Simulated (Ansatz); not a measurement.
Consider Ga2O3.

```
Ga O
1.0
    12.45413    0.00000    0.01246
     0.00000    3.08327    0.00000
    -1.39797    0.00000    5.70892
Ga O
8 12
Cartesian
  3.2943 0.0000 3.9195
  9.5214 1.5416 3.9258
  1.5348 1.5416 1.7956
  7.7618 0.0000 1.8018
  4.8201 1.5416 1.1770
  11.0472 0.0000 1.1832
  0.0090 0.0000 4.5382
  6.2361 1.5416 4.5444
  -0.9897 1.5416 4.2435
  5.2374 0.0000 4.2498
  5.8188 0.0000 1.4716
  12.0458 1.5416 1.4778
  3.4547 1.5416 2.4912
  9.6818 0.0000 2.4974
  1.3744 0.0000 3.2239
  7.6014 1.5416 3.2302
  1.8837 0.0000 0.6255
  8.1108 1.5416 0.6317
  2.9454 1.5416 5.0897
  9.1724 0.0000 5.0959
```

Space group C2/m; a structure from a database of computed crystals, not necessarily the ambient phase.

All numbers below come from Ansatz, DFT PBE, scalar-relativistic, plane waves, PAW.

### Predict the valence pseudo-density and electron localisation function between the atoms.

Ga–O (1.97 Å): the density is about 0.64 e/Å³ at the midpoint; the ELF peaks at about 0.85 in the valence shell of O, 0.6 Å from its nucleus, and is about 0.35 at the midpoint.
Ga–O (2.11 Å): ρ is about 0.46 e/Å³ halfway; the ELF peaks at about 0.85 in the valence shell of O, 0.6 Å from its nucleus, and is about 0.25 at the midpoint: no shared electron pair shows on this line.

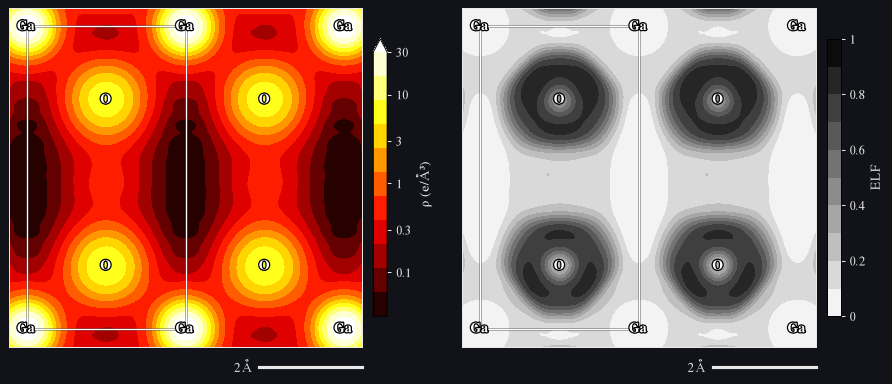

Computed valence pseudo-density and electron localisation function on the (100) plane of the conventional cell, in this order. Atoms just off the plane (Ga, 0.8 Å away) can leave unmarked features too.

Core electrons are frozen (PAW), and the valence fields are smoothed inside the atomic spheres.
